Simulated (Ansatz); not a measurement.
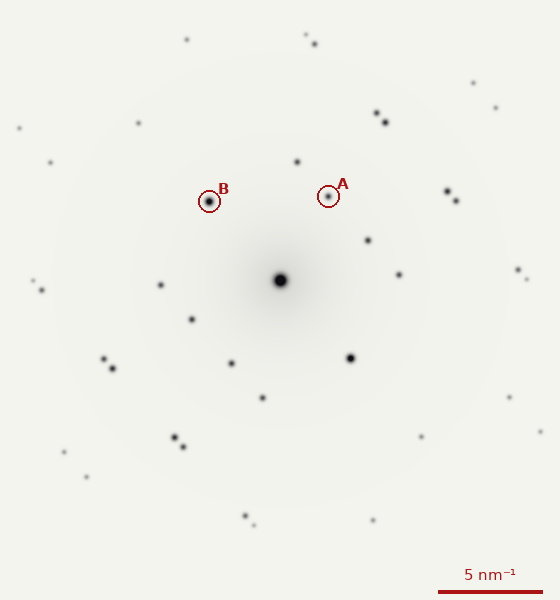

Simulated selected-area electron diffraction pattern (200 kV, kinematic approximation, thin crystal, B = 0.5 Å² for all atoms). Two individuals of a reflection twin are superposed (a geometric construction: whether this twin forms is not tested). Crystal: Cu, space group P6_3/mmc (No. 194), a = 2.567 Å, c = 8.385 Å (hexagonal axes), zone axis [311]. Structure: the geometry relaxed with DFT, PBE, plane waves (420 eV) with PAW, scalar-relativistic in Ansatz; the starting structure was generated, so it need not be a known form of this composition.

| atom | site | symmetry | x | y | z |
| --- | --- | --- | --- | --- | --- |
| Cu | 2a | -3m. | 0.0000 | 0.0000 | 0.0000 |
| Cu | 2c | -6m2 | 0.3333 | 0.6667 | 0.2500 |

In the first individual spot A is 0 -1 1 and spot B is 1 -1 -2.

Question: Find the twin plane.

Answer: (1-1-2). The spot positions of the combined pattern are mirror-symmetric about the row through 1 -1 -2 (d = 1.964 Å), which both individuals share, while a single individual has only symmetry 2 without that mirror line. Friedel's law adds a mirror line at right angles, along which no low-index reflection lies.

Question: Which other reflections coincide?

Answer: Within the frame only the reflections of the common row coincide.
